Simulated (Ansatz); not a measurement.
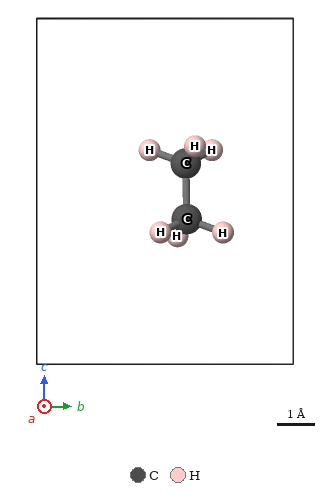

Figure 1. The structure as given in the input (ball-and-stick view of the cell of the calculation, with the vacuum cut short, along the a axis). An atom can appear more than once, as a periodic image. Near neighbours in the periodic cell (some may lie outside the picture): C has 1 C at 1.53 Å and 3 H at 1.10 Å; H has 1 C at 1.10 Å.

Run report: CH3, single-point calculation

The run: single-point calculation of CH3 (molecule in a box, 8 atoms in the cell). Method and program: DFT PBE, scalar-relativistic, plane waves, PAW, no spin polarisation (Ansatz 0.2.0).

The structure derives from an entry of the Crystallography Open Database. It belongs to a series of runs on one base structure; here: the molecular layer at its places in the relaxed adsorbed structure.

**Log**
```
Engine: ansatz 0.2.0, x86_64-unknown-linux-gnu
Pseudopotentials: kind: paw
Pseudopotential: C, paw, valence charge 4, recommended cutoff 420 eV (normal), C.paw.azcp
Pseudopotential: H, paw, valence charge 1, recommended cutoff 420 eV (normal), H.paw.azcp
Functional definition: PBE
  parameter kappa = 0.804
  parameter beta = 0.06672455060314922
  exchange = pbe_x(kappa = kappa, mu = beta*pi^2/3)
  correlation = pbe_c(beta = beta)
Crystal: 8 atoms, lattice volume = 1388.966 Å³
Basis set: ecut = 420 eV, 27159 PW (Γ), exchange–correlation on 120×120×360 points (8 copies of the dense FFT grid, shifted against one another)
Bands: 15, of which v1, the nominal top of the filled ones, is band 7 counted from 1 (6 counted from 0)
Symmetry: 1 space group operations
Space group: P1 (ITA 1), of the structure as read, at distance tolerance 1.1e-4 Å
k-points: 4
Non-local potential: C, projectors of the file, l = 0: 2, l = 1: 2, l = 2: 1
Non-local potential: H, projectors of the file, l = 0: 2, l = 1: 1
PAW form: soft (Blöchl's): semilocal exchange-correlation on the pseudo side does not see the compensation charge
PAW one-centre angular grid: C, 110 points (default); XC on 64 Gauss nodes
PAW one-centre angular grid: H, 110 points (default); XC on 64 Gauss nodes
Initial density: superposition of atomic densities (neutral atoms: chi_scale 0, normalization atom), corrected by the library's trained network
Initial wavefunctions: pseudopotential atomic-orbital guess
Functional: x = pbe(κ = 0.804, μ = 0.2195149727645171), c = pbe(β = 0.06672455060314922)
SCF iter   1: F=—  HF=-598.861553 eV  |F-HF|=—  |Δ(HF+E_count)|=         —  Δρ=1.18e-3  dr2=6.10e-2  ethr=1.77e-3  p=0.000 e·Å  D=1.62e-5 V/Å  ΔV_dip=-0.00 eV  dr2_dipole=1.58e-11  V_vac-E_F(+/−)=5.06/5.06 eV  ⟨swp⟩=7.5  Hψ=451  notcnv=0  defer=1
efield: sawtooth ramp at fractional position 0.1573 (placed from the atoms, in the widest stretch of the axis that holds none; the zero of the levels goes with the place), width 0.0400; the density the first Hamiltonian is built on has a dipole p = 0.000 e·Å; the dipole correction subtracts the counter field D = 1.62e-5 V/Å, which shifts the + side's vacuum level by -0.00 eV against the − side's; the planar-averaged density in the ramp window peaks in size at 5.3e-7 e/Å³
preconditioner: auto → Resta (q_TF=auto, 1.268 Å⁻¹)  ε∞=1.1  [insulator: Δε(μ)=7.206 eV  Ē_g=10.922 eV  σ=0.050 eV  W_gap=1.00  n_scr=50 (ndim 8)  ℏωp=3.5 eV  f_vac=0.860  D(μ)=0.00/eV (n_scr^D=0)  ε∞_Penn≈1.1  vacuum switching on, ρ_ref=8.7e-3 e/Å³]
SCF iter   2: F=—  HF=-598.855356 eV  |F-HF|=—  |Δ(HF+E_count)|=   6.20e-3  Δρ=6.93e-4  dr2=8.33e-3  ethr=4.36e-4  p=0.000 e·Å  D=1.53e-5 V/Å  ΔV_dip=-0.00 eV  dr2_dipole=2.07e-11  V_vac-E_F(+/−)=4.77/4.77 eV  ⟨swp⟩=2.0  Hψ=133  notcnv=0  defer=12
SCF iter   3: F=—  HF=-598.860668 eV  |F-HF|=—  |Δ(HF+E_count)|=   5.31e-3  Δρ=1.63e-4  dr2=1.24e-3  ethr=5.95e-5  p=0.000 e·Å  D=1.41e-5 V/Å  ΔV_dip=-0.00 eV  dr2_dipole=6.41e-11  V_vac-E_F(+/−)=4.69/4.69 eV  ⟨swp⟩=3.8  Hψ=93  notcnv=0  defer=15
SCF iter   4: F=—  HF=-598.864140 eV  |F-HF|=—  |Δ(HF+E_count)|=   3.47e-3  Δρ=3.47e-5  dr2=1.25e-5  ethr=8.88e-6  p=0.000 e·Å  D=1.03e-5 V/Å  ΔV_dip=-0.00 eV  dr2_dipole=1.74e-13  V_vac-E_F(+/−)=4.56/4.56 eV  ⟨swp⟩=3.5  Hψ=93  notcnv=0  defer=15
SCF iter   5: F=—  HF=-598.864244 eV  |F-HF|=—  |Δ(HF+E_count)|=   1.05e-4  Δρ=5.33e-6  dr2=3.22e-7  ethr=8.91e-8  p=0.000 e·Å  D=1.07e-5 V/Å  ΔV_dip=-0.00 eV  dr2_dipole=7.71e-12  V_vac-E_F(+/−)=4.54/4.54 eV  ⟨swp⟩=2.0  Hψ=95  notcnv=0  defer=15
SCF iter   6: F=-598.864244 eV  HF=-598.864244 eV  |F-HF|=2.20e-8  |Δ(HF+E_count)|=   4.59e-8  Δρ=1.15e-6  dr2=1.22e-8  ethr=7.14e-10  p=0.000 e·Å  D=1.16e-5 V/Å  ΔV_dip=-0.00 eV  dr2_dipole=5.05e-12  V_vac-E_F(+/−)=4.54/4.54 eV  ⟨swp⟩=16.5  Hψ=481  notcnv=0
SCF 1 converged in 6 iterations: F = -598.864244 eV  dr2 = 1.22e-8
  greatest PAW one-centre occupation: 0.652 electrons in one spin orbital (limit 2), on the C atom at site 0 (counted from 0), in its partial waves of l = 0
```

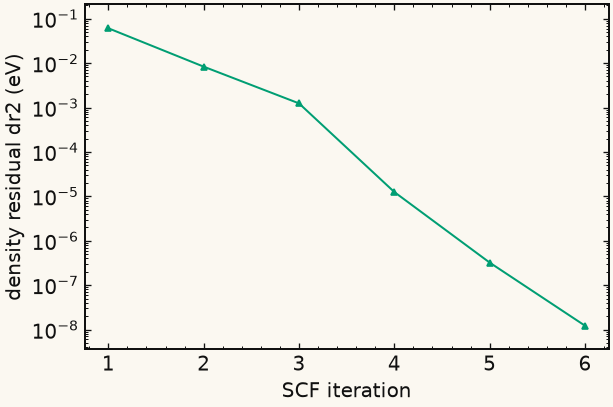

Figure 2. Convergence of the self-consistent field: density residual dr2 against the SCF iteration. The residual falls at every step.

```
SCF converged after 6 iterations
Free energy (F): -598.864244 eV
Harris-Foulkes:  -598.864244 eV  (|F-HF|=2.20e-8)
Internal energy: -598.864244 eV  (E = F + TS)
E sigma→0 (E₀):  -598.864244 eV
Fermi energy:    -4.332587 eV
Dipole field:    D = 0.000010 V/Å  (p = 0.000080 e·Å, saw-weighted, corrected)
Work function:   Φ+ = 4.5434 eV   Φ− = 4.5437 eV
Levels:          The Fermi level and band energies are counted from a zero that moves with the ramp; work functions are not
--- Per-component energies (eV) ---
  E_band       = -156.684149
  E_kinetic    = 265.894533
  E_local      = -2097.751190  (includes V_loc(G=0)·N_el)
  E_nonlocal   = 64.177922
  E_hartree    = 908.996310
  E_xc         = -150.455121
  E_vxc        = -188.909247  (∫ρ·V_xc dr)
  E_paw        = -202.287782  (= ΣΔE_a)
  E_vpaw       = -18.080386  (= ΣTr[D̂ρ^β])
  E_aug_tail   = -0.008286  (compensation charges beyond the density's cutoff)
  E_efield     = 0.000000  (sawtooth field / dipole correction)
  E_vefield    = 0.000000  (∫n·V_field dr)
  E_ewald      = 612.569371
  E_smearing   = -0.000000  (= −TS)
  E_closure    = 0.000000  (closes the sum)
  Σ components = -598.864244   (vs F -598.864244, Δ=0.00e0)
--- Forces (eV/Å), atoms counted from 1 ---
  atom   1  C      0.00031710    -0.00586893     0.00343985
  atom   2  C     -0.00457902     0.00575442    -0.00345679
  atom   3  H     -0.00262249    -0.01175857     0.00514331
  atom   4  H     -0.00823673     0.00966348     0.00103183
  atom   5  H      0.01073018     0.00388261    -0.00045476
  atom   6  H      0.00343600     0.00121010    -0.00018388
  atom   7  H      0.00520697    -0.00090312    -0.00090915
  atom   8  H     -0.00425143    -0.00198101    -0.00464583
  max |Σ_I F_I| component: 3.54e-5 eV/Å
--- Band table (eV) ---
  k-point 0: bands = ["-18.3358", "-14.8240", "-10.3078", "-10.3057", "-8.7113", "-7.9293", "-7.9265", "-0.7388", "-0.0878", "0.2578", "0.7714", "0.8281", "1.6904", "1.6963", "1.8254"]
  k-point 1: bands = ["-18.3357", "-14.8240", "-10.3089", "-10.3061", "-8.7109", "-7.9299", "-7.9270", "-0.0279", "0.1198", "0.4896", "0.8817", "1.0029", "1.0387", "1.3257", "1.4331"]
  k-point 2: bands = ["-18.3357", "-14.8240", "-10.3082", "-10.3069", "-8.7109", "-7.9295", "-7.9275", "-0.0296", "0.1171", "0.4995", "0.8739", "1.0029", "1.0386", "1.3374", "1.4279"]
  k-point 3: bands = ["-18.3357", "-14.8240", "-10.3088", "-10.3062", "-8.7109", "-7.9302", "-7.9268", "-0.0322", "0.1239", "0.4916", "0.8804", "1.0025", "1.0390", "1.3474", "1.4276"]
```

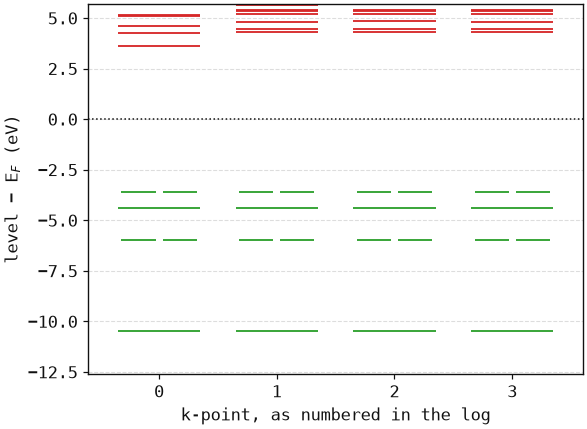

Figure 3. Kohn–Sham levels near the Fermi level (dotted) at the few k-points that the log prints; levels within 0.02 eV of each other stand side by side. Among these points the highest filled and lowest empty levels are 7.19 eV apart, which is the gap on the mesh.

The run was set up as follows.

**The input**
```yaml
crystal:
  lattice:
    - [8.10604627, 0.0, 0.0]
    - [-4.053023135, 7.0200419941, 0.0]
    - [0.0, 0.0, 24.4085994152]
  atoms:
    - { symbol: C, position: [0.620576862, 0.5812796673, 0.708494814] }
    - { symbol: C, position: [0.6350351215, 0.5849060057, 0.6460768107] }
    - { symbol: H, position: [0.513604005, 0.4398303801, 0.7234792506] }
    - { symbol: H, position: [0.5796221237, 0.6835569166, 0.7234526346] }
    - { symbol: H, position: [0.7568416225, 0.6173927574, 0.7278765238] }
    - { symbol: H, position: [0.6760597853, 0.4826467805, 0.6311143073] }
    - { symbol: H, position: [0.7416684612, 0.726475081, 0.6310387768] }
    - { symbol: H, position: [0.4985037697, 0.5484526551, 0.626797703] }
basis:
  ecutwfc: 420
kpoints:
  mp_grid: { grid: [2, 2, 1] }
hamiltonian:
  xc: pbe
scf:
  occupations: { method: gaussian, width: 0.05 }
output:
  forces: true
  eigenvalues: true
  write_density: true
  volumetric_format: npy
efield:
  axis: 3
  dipole_correction: true
  ramp_width: 0.04
```

Command:
```bash
ansatz run input.yaml --threads 4 --pin off --max-ram 10240MiB --backend cpu --events-out ev --progress --plain --runs-dir out
```

**Summary**

| quantity | value |
| --- | --- |
| outcome | converged |
| electrons treated | 14 |
| free energy | −598.8642 eV |
| Fermi energy | −4.333 eV |
| gap on the k-point mesh | 7.19 eV |
| largest force (length of the vector) | 0.013 eV/Å |
| hardware | 4 threads of Intel Xeon @ 2.50GHz (Skylake/Cascade Lake), 189 GiB of memory available, shared host |
| wall time | 8.3 s (CPU time 25 s) |
| peak memory | 1.2 GiB |
